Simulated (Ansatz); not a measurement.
The cell of BaS (Fm-3m). Origin of the cell: a calculation's input that goes back to an entry of the Crystallography Open Database (an earlier step may have relaxed or displaced it).

```
Ba S
1.0
     6.38750    0.00000    0.00000
     0.00000    6.38750    0.00000
     0.00000    0.00000    6.38750
Ba S
4 4
Direct
  0.00000 0.00000 0.00000
  0.00000 0.50000 0.50000
  0.50000 0.00000 0.50000
  0.50000 0.50000 0.00000
  0.50000 0.00000 0.00000
  0.50000 0.50000 0.50000
  0.00000 0.00000 0.50000
  0.00000 0.50000 0.00000
```

At each point the valence sum V of a Li+ ion is computed from the anions within 5 Å (s = exp((R0 − d)/b), R0 fitted to published crystal structures with b = 0.37 Å; R0: Li+–S 1.950 Å). Points too close to the other cations are excluded (2.4 Å from Ba). Li+ is a guest here, not part of the formula. This is an empirical screen for pathways, not an energy calculation.

> Along which directions could Li+ move by this screen?

No path opens below 0.7 v.u. These are grid estimates, good to about 0.1 v.u.

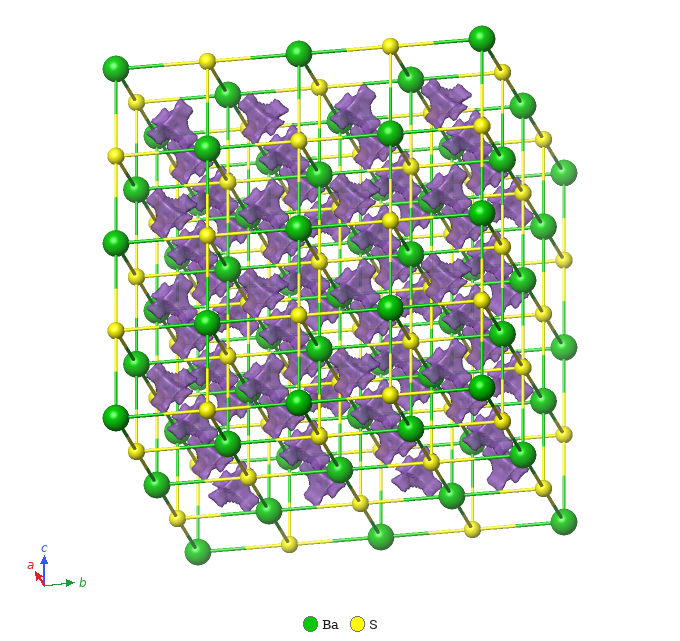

Bond-valence mismatch map for Li+ in BaS in space group Fm-3m: the purple surface encloses the points where |V − 1| < 0.6 v.u. (2×2×2 cells, view from a free direction). Pale faces close the region where the drawn box cuts it.
